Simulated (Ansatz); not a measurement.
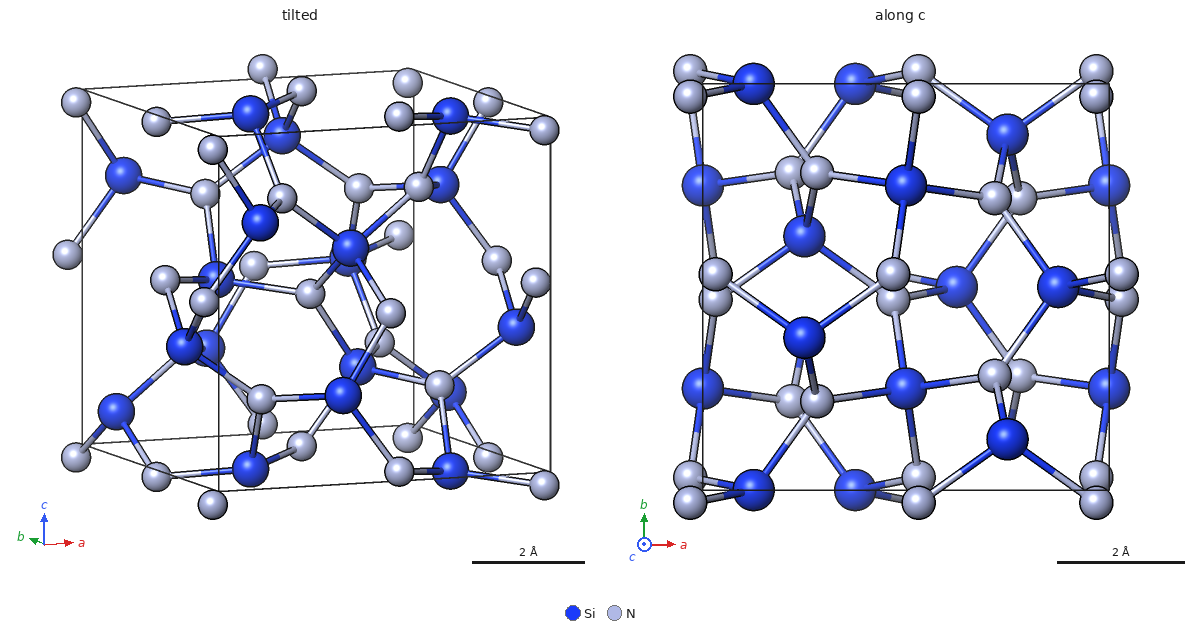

Structure drawing (ball-and-stick), viewed slightly off an axis and along the c axis. The edges of the conventional unit cell are marked.

Si₃N₄, space group I-43d (No. 220), a = 6.443 Å, b = 6.443 Å, c = 6.443 Å, α = 90.00°, β = 90.00°, γ = 90.00°. Origin of the cell: a structure listed in the Materials Project. Earlier steps of the study, as a rule a relaxation of our own, may have changed the cell and positions, so they can lie some per cent off the listed ones. It went into a calculation with Ansatz.

This one geometry was computed with Ansatz (DFT, plane waves, PAW) at four levels of theory: PBE0, r2SCAN, PBE and HSE06. It was relaxed beforehand with r2SCAN.

Which level gives the highest pressure at this volume, and what does that say about its equilibrium volume?

Answer. Highest: PBE (6.0 GPa), which points to the largest equilibrium volume. Lowest, with the smallest volume: PBE0 (-1.2 GPa) and HSE06 (-1.1 GPa). Levels within 0.5 GPa of each other can't be told apart.

How does the band gap change with the level of theory?

Answer. PBE: a gap of 4.12 eV, indirect; r2SCAN: a gap of 4.74 eV, indirect; HSE06: a gap of 5.52 eV, indirect; PBE0: a gap of 6.28 eV, indirect.

Collect the results in a table.

Answer.
| level | cutoff (eV) | k-mesh of the run's cell | gap (eV) | pressure (GPa) |
| --- | --- | --- | --- | --- |
| PBE0 | 420 | 4×4×4 | 6.28 | -1.2 |
| r2SCAN | 500 | 6×6×6 | 4.74 | 0.0 |
| PBE | 420 | 6×6×6 | 4.12 | 6.0 |
| HSE06 | 420 | 4×4×4 | 5.52 | -1.1 |

Gaps are taken on the k-mesh or band path of each run.
